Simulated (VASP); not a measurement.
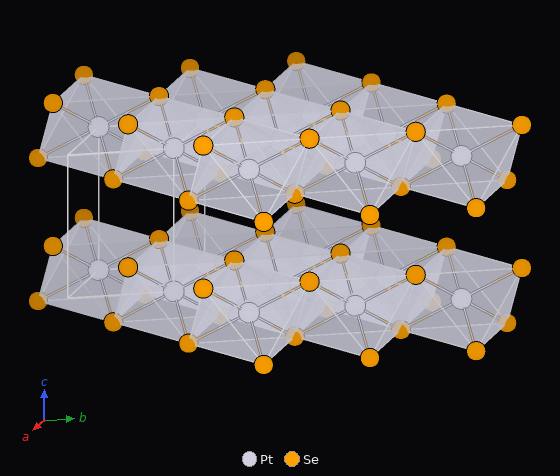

Polyhedra are drawn about Pt (bonds: Pt–Se below 2.8 Å); other atoms are plain spheres.

PtSe₂ (space group P-3m1, No. 164). Coordinates: an entry of the Crystallography Open Database, as set up for an electronic-structure calculation.

Sharing among the drawn polyhedra:

| site | polyhedron | corner-sharing neighbours | edge-sharing | face-sharing | bond (Å) |
| --- | --- | --- | --- | --- | --- |
| Pt | PtSe6 octahedron | 0 | 6 | 0 | 2.49 |

They form layers of edge-sharing octahedra parallel to (001).
